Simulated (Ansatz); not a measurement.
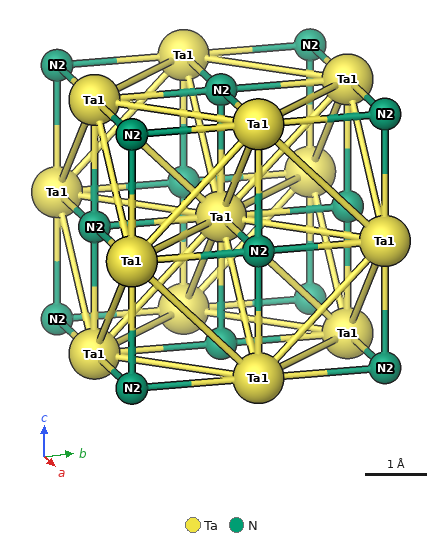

**Figure 1.** The input geometry of run 1 (ball-and-stick view of the cell 4 times as large as that of the calculation, set on its symmetry axes, seen slightly off an axis; atoms are numbered from 1 in the order of the input). An atom can appear more than once, as a periodic image. Near neighbours in the periodic cell (some may lie outside the picture): Ta has 6 N at 2.18 Å and 12 Ta at 3.08 Å; N has 6 Ta at 2.18 Å.

**Two runs on TaN**

System: TaN (Fm-3m, 2 atoms in the cell).
Method of run 1: Kohn-Sham DFT of a periodic cell, PBE, Ansatz PAW, spin-polarised (Ansatz 0.2.0).

The structure derives from an entry of the Crystallography Open Database. Text and figures count atoms from 1; the logs count them from 0 in places.

Input, run 1:
```yaml
crystal:
  lattice:
    - [0.0, 2.17900131, 2.17900131]
    - [2.17900131, 0.0, 2.17900131]
    - [2.17900131, 2.17900131, 0.0]
  atoms:
    - { symbol: Ta, position: [0.5, 0.5, 0.5], spin: 0.5 }
    - { symbol: "N", position: [0.0, 0.0, 0.0] }
hamiltonian:
  xc: pbe
  pseudopotentials: { kind: paw }
magnetization:
  spin_polarized: true
kpoints:
  mp_grid: { grid: [7, 7, 7] }
scf:
  occupations: { method: gaussian, width: 0.05 }
output:
  forces: true
  stress: true
  eigenvalues: true
  write_density: true
  write_potential: true
  elf: true
  volumetric_format: npy
```

Launched with:
```bash
ansatz run input.yaml --threads 2 --pin off --max-ram 5632MiB --backend cpu --events-out ev --progress --plain --runs-dir out
```

Hardware: 2 threads of Arm Neoverse V2, 24 GiB of memory available, shared host.

Output, shortened to warnings, some set-up lines, iterations and results (run 1):
```
WARN: the starting moments were not kept: the SCF closed with an absolute magnetisation of 1.6e-6 μB, where they sum to 0.5 μB in size (1 site). That is at most 0.1 of that sum. Measured as dr2_m measures the in/out step, that magnetisation stands 5.3e-13 eV from none, at or under the dr2_threshold of 1.0e-7 eV: it is no larger than a step whose dr2_m would equal this threshold. The system may …
Basis set: ecut = 420 eV, 411 PW (Γ), exchange–correlation on 48×48×48 points (8 copies of the dense FFT grid, shifted against one another)
Symmetry: 48 space group operations
k-points: 20 of 343
Initial density: superposition of atomic densities (chi_scale 0.1, normalization cell, long waves kept (reshape's long-wave potential 0.00 eV rms))
[...]
SCF iter   1: F=—  HF=-10318.154899 eV  |F-HF|=—  |Δ(HF+E_count)|=         —  Δρ=3.80e-2 (↑3.80e-2 ↓3.21e-2)  dr2=9.46e-1  dr2_m=3.92e-2  M=0.012 μB ∫|m|=0.040 μB  β_m=0.30  …
SCF iter   2: F=—  HF=-10317.820245 eV  |F-HF|=—  |Δ(HF+E_count)|=   3.35e-1  Δρ=1.88e-2 (↑1.88e-2 ↓1.72e-2)  dr2=6.37e-2  dr2_m=1.90e-2  M=0.013 μB ∫|m|=0.035 μB  β_m=0.34  …
SCF iter   3: F=—  HF=-10317.855468 eV  |F-HF|=—  |Δ(HF+E_count)|=   3.52e-2  Δρ=1.13e-2 (↑1.13e-2 ↓1.11e-2)  dr2=2.36e-2  dr2_m=6.72e-3  M=0.020 μB ∫|m|=0.033 μB  β_m=0.60  …
SCF iter   4: F=—  HF=-10317.902400 eV  |F-HF|=—  |Δ(HF+E_count)|=   4.69e-2  Δρ=1.23e-3 (↑5.96e-4 ↓1.23e-3)  dr2=1.95e-4  dr2_m=1.10e-4  M=0.012 μB ∫|m|=0.015 μB  β_m=0.70  …
SCF iter   5: F=—  HF=-10317.903113 eV  |F-HF|=—  |Δ(HF+E_count)|=   7.13e-4  Δρ=4.18e-4 (↑2.72e-4 ↓4.18e-4)  dr2=1.16e-5  dr2_m=1.95e-5  M=0.005 μB ∫|m|=0.007 μB  β_m=0.85  …
SCF iter   6: F=—  HF=-10317.903135 eV  |F-HF|=—  |Δ(HF+E_count)|=   2.21e-5  Δρ=1.00e-4 (↑1.00e-4 ↓4.65e-5)  dr2=1.64e-6  dr2_m=8.18e-7  M=0.001 μB ∫|m|=0.001 μB  β_m=0.92  …
SCF iter   7: F=—  HF=-10317.903136 eV  |F-HF|=—  |Δ(HF+E_count)|=   1.35e-6  Δρ=2.10e-5 (↑2.08e-5 ↓2.10e-5)  dr2=8.44e-9  dr2_m=8.02e-8  M=0.000 μB ∫|m|=0.000 μB  β_m=0.93  …
SCF iter   8: F=—  HF=-10317.903136 eV  |F-HF|=—  |Δ(HF+E_count)|=   2.48e-8  Δρ=3.10e-6 (↑2.59e-6 ↓3.10e-6)  dr2=1.19e-9  dr2_m=1.29e-9  M=0.000 μB ∫|m|=0.000 μB  β_m=0.96  …
SCF iter   9: F=—  HF=-10317.903136 eV  |F-HF|=—  |Δ(HF+E_count)|=  8.20e-10  Δρ=4.76e-7 (↑4.76e-7 ↓2.76e-7)  dr2=7.07e-11  dr2_m=1.38e-11  M=-0.000 μB ∫|m|=0.000 μB  …
SCF iter  10: F=-10317.903136 eV  HF=-10317.903136 eV  |F-HF|=7.28e-12  |Δ(HF+E_count)|=  1.82e-11  Δρ=1.18e-7 (↑1.18e-7 ↓8.05e-8)  dr2=5.09e-12  dr2_m=6.45e-13  M=0.000 μB …
SCF 1 converged in 10 iterations: F = -10317.903136 eV  dr2 = 5.09e-12
WARN: the starting moments were not kept: the SCF closed with an absolute magnetisation of 1.6e-6 μB, where they sum to 0.5 μB in size (1 site). That is at most 0.1 of that sum. Measured as dr2_m measures the in/out step, that magnetisation stands 5.3e-13 eV from none, at or under the dr2_threshold …
SCF converged after 10 iterations
Magnetization: 0.0000 μB (9.0000 up, 9.0000 down)
Absolute magnetization: 0.0000 μB (∫|ρ↑−ρ↓|, with the PAW one-centre terms)
Spin contamination: 0.0000 ħ² per cell (⟨S²⟩ above its minimum at these occupations)
Per-site moments (μB) at R_I (Å): [(7.132680565047688e-7, 0.898838040375), (1.9343936662444446e-7, 0.898838040375)]
Free energy (F): -10317.903136 eV
Harris-Foulkes:  -10317.903136 eV  (|F-HF|=7.28e-12)
Internal energy: -10317.901237 eV  (E = F + TS)
E sigma→0 (E₀):  -10317.902187 eV
Entropy (-TS):   -0.001899 eV (-0.950 meV/atom)
Fermi energy:    22.348364 eV
--- Per-component energies (eV) ---
  E_band       = -33.891779
  E_kinetic    = 503.394773
  E_local      = -564.316580  (includes V_loc(G=0)·N_el)
  E_nonlocal   = 60.379670
  E_hartree    = 191.704717
  E_xc         = -280.871636
  E_vxc        = -283.642833  (∫ρ·V_xc dr)
  E_paw        = -8524.672903  (= ΣΔE_a)
  E_vpaw       = -133.116498  (= ΣTr[D̂ρ^β])
[...]
```

For run 2 the input was changed thus:
```diff
-    - { symbol: Ta, position: [0.5, 0.5, 0.5], spin: 0.5 }
+    - { symbol: Ta, position: [0.5, 0.5, 0.5], spin: 3.0 }
+  initial_magnetization: 3.0
+  spin_locking: { lock_magnetization: hard }
```

Predict how the results change.

The total moment is fixed by the input in run 2, so the state need not be the lowest. With the same functional and potentials, run 2 lies 2785.5 meV per atom higher. The net moment of the cell goes from 0.00 to 3.00 μB. The pressure goes from 14.35 to 69.98 GPa. The number of SCF iterations is the same.

Output, shortened to warnings, some set-up lines, iterations and results (run 2):
```
Warning: output.stress: scf.convergence.dr2_threshold = 1e-7 eV (the SCF's general default) is looser than the 2e-10 eV advised for a printed stress (1e-10 eV for each atom of the cell: 2). What an SCF threshold leaves in a stress goes as its square root, and in the free energy as the threshold itself, and one threshold admits the most on a small cell: of the crystals measured, under no hybrid …
Basis set: ecut = 420 eV, 411 PW (Γ), exchange–correlation on 48×48×48 points (8 copies of the dense FFT grid, shifted against one another)
Symmetry: 48 space group operations
k-points: 20 of 343
Initial density: superposition of atomic densities (chi_scale 0.1, normalization cell, long waves kept (reshape's long-wave potential 0.00 eV rms))
[...]
SCF iter   1: F=—  HF=-10311.827169 eV  |F-HF|=—  |Δ(HF+E_count)|=         —  Δρ=5.61e-2 (↑5.61e-2 ↓3.51e-2)  dr2=2.82e-1  dr2_m=3.21e-1  M=3.000 μB ∫|m|=3.000 μB  β_m=0.30  …
SCF iter   2: F=—  HF=-10311.044449 eV  |F-HF|=—  |Δ(HF+E_count)|=         —  Δρ=5.61e-2 (↑1.95e-2 ↓5.61e-2)  dr2=4.76e-1  dr2_m=2.20e-1  M=3.000 μB ∫|m|=3.000 μB  β_m=0.30  …
SCF iter   3: F=—  HF=-10311.329602 eV  |F-HF|=—  |Δ(HF+E_count)|=   2.85e-1  Δρ=2.97e-2 (↑2.53e-2 ↓2.97e-2)  dr2=2.34e-2  dr2_m=1.35e-1  M=3.000 μB ∫|m|=3.000 μB  β_m=0.40  …
SCF iter   4: F=—  HF=-10311.955995 eV  |F-HF|=—  |Δ(HF+E_count)|=   6.26e-1  Δρ=1.84e-2 (↑1.84e-2 ↓1.09e-2)  dr2=1.83e-2  dr2_m=3.79e-2  M=3.000 μB ∫|m|=3.000 μB  β_m=0.70  …
SCF iter   5: F=—  HF=-10312.318354 eV  |F-HF|=—  |Δ(HF+E_count)|=   3.62e-1  Δρ=2.78e-3 (↑2.78e-3 ↓1.56e-3)  dr2=1.36e-3  dr2_m=5.26e-4  M=3.000 μB ∫|m|=3.000 μB  β_m=0.85  …
SCF iter   6: F=—  HF=-10312.332040 eV  |F-HF|=—  |Δ(HF+E_count)|=   1.37e-2  Δρ=1.10e-3 (↑1.10e-3 ↓2.18e-4)  dr2=3.78e-4  dr2_m=4.41e-5  M=3.000 μB ∫|m|=3.000 μB  β_m=0.74  …
SCF iter   7: F=—  HF=-10312.332141 eV  |F-HF|=—  |Δ(HF+E_count)|=   1.01e-4  Δρ=2.57e-4 (↑2.57e-4 ↓1.01e-4)  dr2=2.27e-5  dr2_m=2.36e-6  M=3.000 μB ∫|m|=3.000 μB  β_m=0.81  …
SCF iter   8: F=—  HF=-10312.332154 eV  |F-HF|=—  |Δ(HF+E_count)|=   1.37e-5  Δρ=3.36e-5 (↑3.36e-5 ↓1.10e-5)  dr2=1.59e-7  dr2_m=7.89e-8  M=3.000 μB ∫|m|=3.000 μB  β_m=0.91  …
SCF iter   9: F=—  HF=-10312.332155 eV  |F-HF|=—  |Δ(HF+E_count)|=   4.98e-7  Δρ=7.22e-6 (↑7.22e-6 ↓1.51e-6)  dr2=1.12e-8  dr2_m=3.12e-9  M=3.000 μB ∫|m|=3.000 μB  β_m=0.94  …
SCF iter  10: F=-10312.332155 eV  HF=-10312.332155 eV  |F-HF|=1.82e-11  |Δ(HF+E_count)|=   4.08e-9  Δρ=7.20e-7 (↑7.20e-7 ↓4.04e-7)  dr2=8.33e-11  dr2_m=4.42e-11  M=3.000 μB …
SCF 1 converged in 10 iterations: F = -10312.332155 eV  dr2 = 8.33e-11
SCF converged after 10 iterations
Stability checked in part: among states of this total moment the steps that led to this state did not find it unstable. No probe was made; neither looks for a lower state of another moment (fixed_total_moment; see scf.lower_state_search)
Magnetization: 3.0000 μB (10.5000 up, 7.5000 down)
Absolute magnetization: 3.0000 μB (∫|ρ↑−ρ↓|, with the PAW one-centre terms)
Spin contamination: 0.0009 ħ² per cell (⟨S²⟩ above its minimum at these occupations)
Per-site moments (μB) at R_I (Å): [(1.0242181096528418, 0.898838040375), (0.7247310196547679, 0.898838040375)]
Free energy (F): -10312.332155 eV
Harris-Foulkes:  -10312.332155 eV  (|F-HF|=1.82e-11)
Internal energy: -10312.329554 eV  (E = F + TS)
E sigma→0 (E₀):  -10312.330854 eV
Entropy (-TS):   -0.002601 eV (-1.301 meV/atom)
Fermi energy:    20.408593 (↑ 24.184890, ↓ 16.632296) eV
--- Per-component energies (eV) ---
  E_band       = -22.750436
  E_kinetic    = 513.885265
  E_local      = -575.181306  (includes V_loc(G=0)·N_el)
  E_nonlocal   = 63.085841
  E_hartree    = 197.708973
  E_xc         = -282.357039
  E_vxc        = -285.562992  (∫ρ·V_xc dr)
  E_paw        = -8525.952011  (= ΣΔE_a)
  E_vpaw       = -134.395311  (= ΣTr[D̂ρ^β])
  E_aug_tail   = 0.000247  (compensation charges beyond the density's cutoff)
  E_ewald      = -1703.519524
  E_smearing   = -0.002601  (= −TS)
  E_closure    = 0.000000  (closes the sum)
  Σ components = -10312.332155   (vs F -10312.332155, Δ=0.00e0)
--- Forces (eV/Å), atoms counted from 1 ---
  atom   1  Ta     0.00000000     0.00000000     0.00000000
  atom   2  N     -0.00000000     0.00000000     0.00000000
  max |Σ_I F_I| component: 2.60e-29 eV/Å
--- Stress (GPa, compression-positive) ---
       69.980267      -0.000000      -0.000000
        0.000000      69.980267      -0.000000
       -0.000000      -0.000000      69.980267
  P = ⅓ Tr σ = 69.9803 GPa (699.803 kbar)
```

The two runs side by side:

| quantity | run 1 | run 2 |
| --- | --- | --- |
| outcome | converged | converged |
| free energy per atom (eV) | −5158.9516 | −5156.1661 |
| energy per atom, smearing taken to zero (eV) | −5158.9511 | −5156.1654 |
| gap on the mesh (eV) | 0.00 | – |
| net moment of the cell (μB) | 0.00 | 3.00 |
| absolute moment of the cell (μB) | 0.00 | 3.00 |
| pressure (GPa) | 14.35 | 69.98 |
| largest force (eV/Å) | 0.000 | 0.000 |
| SCF iterations | 10 | 10 |
| irreducible k-points | 20 | 20 |
| plane waves at Γ | 411 | 411 |
| wall time (shared host) | 0.9 s | 0.98 s |

For both runs: Spin–orbit coupling is left out, which matters for Ta. For run 1: Warnings: some starting moments were not kept. The cell is under a pressure of 14.3 GPa at this level, so it is not at its equilibrium volume. For run 2: Warnings: the SCF threshold is looser than advised for the printed stress. The cell is under a pressure of 70 GPa at this level, so it is not at its equilibrium volume.
